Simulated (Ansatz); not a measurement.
# WSe2: what the fields show

```cif
data_structure
_symmetry_space_group_name_H-M 'P 1'
_symmetry_Int_Tables_number 1
_cell_length_a 5.7413
_cell_length_b 3.2153
_cell_length_c 24.0818
_cell_angle_alpha 90.000
_cell_angle_beta 90.000
_cell_angle_gamma 90.000
_cell_volume 444.54
loop_
_atom_site_label
_atom_site_type_symbol
_atom_site_fract_x
_atom_site_fract_y
_atom_site_fract_z
_atom_site_occupancy
W1 W 0.16667 0.50000 0.14239 1
W2 W 0.66667 0.00000 0.14239 1
W3 W 0.33333 0.00000 0.85761 1
W4 W 0.83333 0.50000 0.85761 1
Se1 Se 0.33333 0.00000 0.21135 1
Se2 Se 0.83333 0.50000 0.21135 1
Se3 Se 0.16667 0.50000 0.92662 1
Se4 Se 0.66667 0.00000 0.92662 1
Se5 Se 0.33333 0.00000 0.07338 1
Se6 Se 0.83333 0.50000 0.07338 1
Se7 Se 0.16667 0.50000 0.78865 1
Se8 Se 0.66667 0.00000 0.78865 1
```

Space group C2/m; a structure from a database of computed crystals, not necessarily the ambient phase; changed on purpose from its base cell (strain -0.0300 x Voigt [1, 0, 0, 0, 0, 0], atoms carried along); not relaxed (largest force 0.4 eV/Å); computed pressure about 2 GPa in this cell.

Computed with DFT r2SCAN, scalar-relativistic, plane waves, PAW in Ansatz.

Core electrons are frozen (PAW), and the valence fields are smoothed inside the atomic spheres.

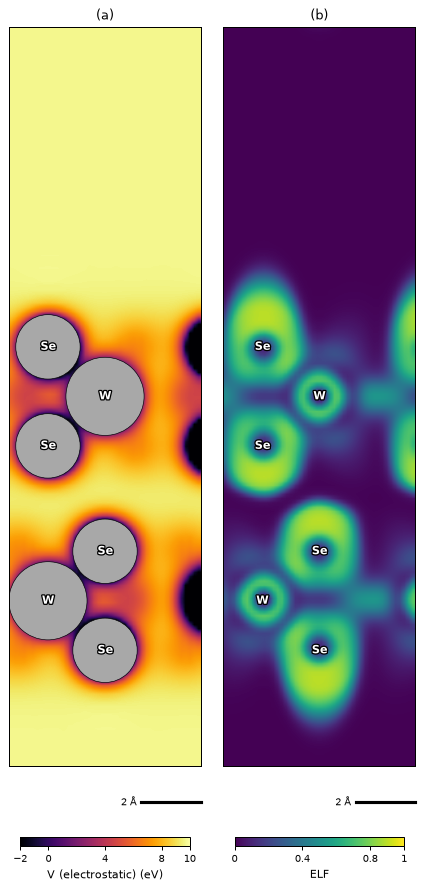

Figure 1. (a) electrostatic potential (local pseudopotential plus Hartree) felt by an electron; (b) electron localisation function on the (010) plane of the conventional cell. Grey discs cover the atomic cores in the potential map.

**Describe what can be read from this map.**

The plane passes through W and Se nuclei. The features right at W lie inside the PAW spheres, where the map follows smoothed inner orbitals and isn't to be read closely. Outside the cores the potential energy rises away from the atoms and is highest about 2.7 Å from the nearest atoms; its zero is arbitrary.

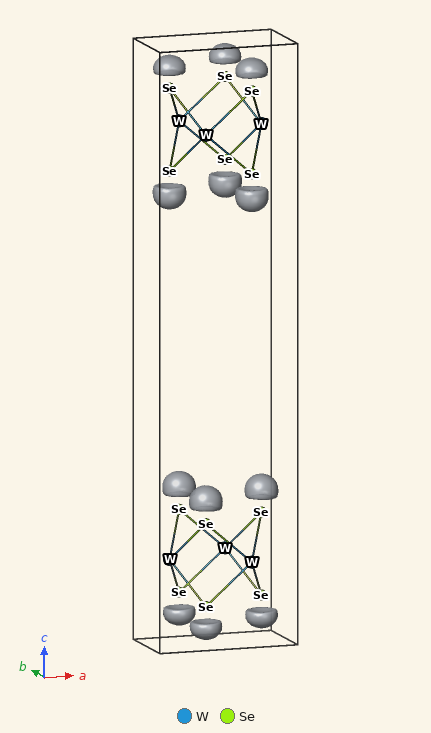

Figure 2. Isosurface of the electron localisation function at 0.85 (grey), seen slightly off an axis. Core shells and regions of very low density are left out. Sticks mark near contacts.

**Identify the bonds, lone pairs and shells in this picture.**

The ELF exceeds this value in eight lobes on Se, pointing away from the bonds (lone pairs), counted in one cell of 12 atoms. Any copies at cell faces, edges or corners count once.


W–Se (2.50 Å): the ELF is about 0.55 at the midpoint.

**Does the calculation give a band gap?**

It is gapped, with a Kohn–Sham gap of 1.7 eV on the k-point mesh (the band edges may lie off the mesh, which would make the gap smaller).
